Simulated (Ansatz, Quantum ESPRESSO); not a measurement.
**ZnS (F-43m): the LO frequency by hand**

How high does the longitudinal optical mode of ZnS (F-43m) lie, given the transverse one, the Born charge and ε∞?

Calculated with Quantum ESPRESSO 8.0 development, patched; DFT LDA, scalar-relativistic, plane waves, PseudoDojo norm-conserving pseudopotentials.

The database entry behind the starting cell differs from later determinations by our own check (about 0.1 % short), so it need not match the best structure at ambient conditions.

**1. The relaxed structure**

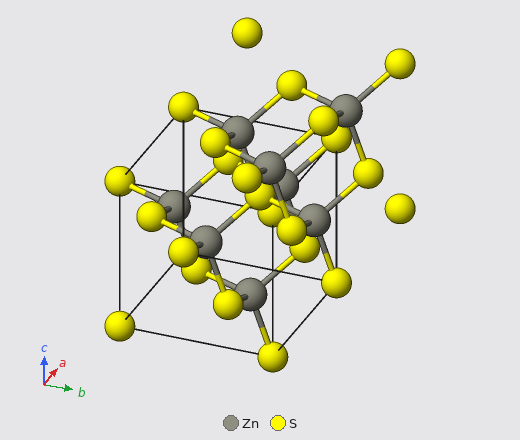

Start, viewed from a free direction; zinc grey, sulfur yellow. 2×1×1 cells are drawn. This picture shows the conventional cell, with its axes. Bonds to atoms that aren't drawn are left out. Some periodic images of atoms are drawn too.

Coordinates:

```
Zn S
1.0
    -2.64747    0.00000    2.64747
     0.00000    2.64747    2.64747
    -2.64747    2.64747    0.00000
Zn S
1 1
Cartesian
  -1.3237 1.3237 1.3237
  0.0000 0.0000 0.0000
```

This is the cell after its relaxation at this level of theory, not the database cell from which that began.

**2. What the response run gave**

A linear-response run on the relaxed cell, with the response to an electric field; only its zone-centre results are used. Cutoff 84 Ry, k mesh 8×8×8.

The program printed:

```text
[banners, grids, parts of the stress and lines that vanish by symmetry left out]
Program PHONON v.8.0dev
     Dynamical matrices for q-points given in input
     (   1q-points):
[...]
Exchange-correlation= PW
                           (   1   4   0   0   0   0   0)
[...]
kinetic-energy cut-off    =      84.0000  Ry
     charge density cut-off    =     336.0000  Ry
     convergence threshold     =      1.0E-18
[...]
Exchange-correlation= PW
                           (   1   4   0   0   0   0   0)
[...]
q = (   0.0000000   0.0000000   0.0000000 )
     25 Sym.Ops. (with q -> -q+G )
     G cutoff =  852.1179  (  26229 G-vectors)     FFT grid: ( 45, 45, 45)
     number of k points=    29
[...]
Mode symmetry, T_d (-43m)  point group:
[...]
Dielectric constant
[...]
End of electric fields calculation
          Dielectric constant in cartesian axis
          (       6.333595576       0.000000000       0.000000000 )
          (       0.000000000       6.333595576       0.000000000 )
          (       0.000000000      -0.000000000       6.333595576 )
          Effective charges (d Force / dE) in cartesian axis without acoustic sum rule applied (asr)
           atom    1  Zn    Mean Z*:        1.90724
      Ex  (        1.90724        0.00000        0.00000 )
      Ey  (        0.00000        1.90724       -0.00000 )
      Ez  (       -0.00000       -0.00000        1.90724 )
           atom    2  S     Mean Z*:       -1.92558
      Ex  (       -1.92558        0.00000        0.00000 )
      Ey  (       -0.00000       -1.92558       -0.00000 )
      Ez  (        0.00000        0.00000       -1.92558 )
          Effective charges Sum: Mean:       -0.01834
[...]
Effective charges (d Force / dE) in cartesian axis with asr applied:
           atom    1  Zn    Mean Z*:        1.91641
[...]
atom    2  S     Mean Z*:       -1.91641
[...]
Dielectric constant from finite-differences
          (       6.333501488       0.000000000       0.000000000 )
          (       0.000000000       6.333501488       0.000000000 )
          (       0.000000000       0.000000000       6.333501488 )
[...]
(      -0.000000000       0.000000000      -0.000000000 )
          (      -0.000000000      -0.000000000      16.497662528 )
          (      -0.000000000      16.497662528      -0.000000000 )
          (      -0.000000000      -0.000000000      16.497662528 )
          (      -0.000000000      -0.000000000       0.000000000 )
          (      16.497662528      -0.000000000      -0.000000000 )
          (      -0.000000000      16.497662528       0.000000000 )
          (      16.497662528      -0.000000000       0.000000000 )
[...]
(       0.000000000       0.000000000      -0.000000000 )
          (      -0.131155346      -0.000000000       0.000000000 )
          (      -0.000000000      -0.131155346      -0.000000000 )
          (      -0.131155346      -0.000000000      -0.000000000 )
          (       0.000000000       0.000000000      -0.000000000 )
[...]
Representation #   1 modes #   1   2   3
[...]
End of self-consistent calculation
     Convergence has been achieved
     Representation #   2 modes #   4   5   6
[...]
End of self-consistent calculation
     Convergence has been achieved
[...]
Dielectric constant in cartesian axis
          (       6.333595576       0.000000000       0.000000000 )
          (       0.000000000       6.333595576       0.000000000 )
          (       0.000000000      -0.000000000       6.333595576 )
          Effective charges (d Force / dE) in cartesian axis without acoustic sum rule applied (asr)
           atom    1  Zn    Mean Z*:        1.90724
      Ex  (        1.90724        0.00000        0.00000 )
      Ey  (        0.00000        1.90724       -0.00000 )
      Ez  (       -0.00000       -0.00000        1.90724 )
           atom    2  S     Mean Z*:       -1.92558
      Ex  (       -1.92558        0.00000        0.00000 )
      Ey  (       -0.00000       -1.92558       -0.00000 )
      Ez  (        0.00000        0.00000       -1.92558 )
          Effective charges Sum: Mean:       -0.01834
[...]
Effective charges (d Force / dE) in cartesian axis with asr applied:
           atom    1  Zn    Mean Z*:        1.91641
[...]
atom    2  S     Mean Z*:       -1.91641
[...]
q = (    0.000000000   0.000000000   0.000000000 )
[...]
freq (    1) =      -0.075032 [THz] =      -2.502785 [cm-1]
     freq (    2) =      -0.075032 [THz] =      -2.502785 [cm-1]
     freq (    3) =      -0.075032 [THz] =      -2.502785 [cm-1]
     freq (    4) =       8.751612 [THz] =     291.922342 [cm-1]
     freq (    5) =       8.751612 [THz] =     291.922342 [cm-1]
     freq (    6) =       8.751612 [THz] =     291.922342 [cm-1]
[...]
Mode symmetry, T_d (-43m)  point group:
     freq (   1-   3) =         -2.5  [cm-1]   --> T_2  G_15 P_4   I+R
     freq (   4-   6) =        291.9  [cm-1]   --> T_2  G_15 P_4   I+R

   JOB DONE.
```

```
                       quantity   value
             cell volume Ω (Å³)  37.113
                 mass of Zn (u)  65.380
                  mass of S (u)  32.060
     Born charge of Zn, raw (e)   1.907
      Born charge of S, raw (e)  -1.926
                             ε∞   6.334
ω(TO) after the sum rule (cm⁻¹)   291.9
```

**3. The calculation**

The charges must sum to zero over the cell; taking off their mean, -0.009 e, leaves Z* = 1.916 e on Zn. In the polar mode Zn moves against S, so the reduced mass is μ = 65.38 × 32.06 / 97.44 = 21.512 u.

A longitudinal wave builds up a field that adds to the restoring force: ω(LO)² = ω(TO)² + 4π Z*² / (μ Ω ε∞), in Hartree atomic units. With μ = 39213 electron masses and Ω = 250.45 bohr³ the second term is 7.4196e-07 Ha², or 35740 cm⁻² (1 Ha = 219474.6 cm⁻¹).

So ω(LO) = √(85223 + 35740) = 347.8 cm⁻¹, and by the Lyddane-Sachs-Teller relation ε₀ = ε∞ (ω(LO)/ω(TO))² = 8.99.

**4. Check against the program**

The analysis program adds the same non-analytic term to the full matrix, here for q along (1 0 0).

The program printed:

```text
[banner, memory and clock lines left out]
Program DYNMAT v.8.0dev

     Reading Dynamical Matrix from file g.dyn
     ...Force constants read
     ...epsilon and Z* read
     ...Raman cross sections read

     Polarizability (A^3 units)
     multiply by 0.359989 for Clausius-Mossotti correction (not under assume_isolated = 'mt')
        15.751933    0.000000    0.000000
         0.000000   15.751933   -0.000000
         0.000000    0.000000   15.751933

     IR activities are in (D/A)^2/amu units
     Raman activities are in A^4/amu units
     multiply Raman by 0.016794 for Clausius-Mossotti correction (not under assume_isolated = 'mt')

# mode   [cm-1]    [THz]      IR          Raman   depol.fact
    1     -0.00   -0.0000    0.0000         0.0001    0.7500
    2     -0.00   -0.0000    0.0000         0.0001    0.7500
    3      0.00    0.0000    0.0000         0.0001    0.7500
    4    291.93    8.7518    3.9389         0.5353    0.7500
    5    291.93    8.7518    3.9389         0.5353    0.7500
    6    347.80   10.4266    3.9389         0.5353    0.7500
```

ε₀ comes from the program's run without a direction of q.

```csv
quantity,by hand,program
ω(LO) (cm⁻¹),347.8,347.8
ε₀,8.99,8.99
```

**5. What came out**

```
TO mode                    : 291.9 cm⁻¹
LO mode                    : 347.8 cm⁻¹
static dielectric constant : 8.990
```

The LO mode of ZnS (F-43m) lies at 348 cm⁻¹, 56 cm⁻¹ above the TO mode; the formula meets the program within 0.1 cm⁻¹, as it must for a cubic crystal with one polar mode. ω(LO)² − ω(TO)² goes with Z*²/ε∞: an error of 5 % in ε∞ would move the LO mode by 2.5 cm⁻¹, and semilocal functionals tend to overestimate ε∞. The raw charges miss their sum by 0.018 e, a sign that the k mesh is short for the field response, so ε∞ may be some per cent too high. These are harmonic values at zero temperature, at the volume of this functional, for the structure held cubic; stability elsewhere in the zone is no part of this calculation.

[Host names and launcher messages were left out of these logs when they were recorded.]

[Logs are printed without paths, hosts, clocks, repeated set-up lines and the standing remarks that a program may print on its own settings, such as how far it seeks lower states.]

[Hosts, paths, dates, database ids (printed as entryN), source tags and the programs' standing remarks are cut or masked in the printed files.]
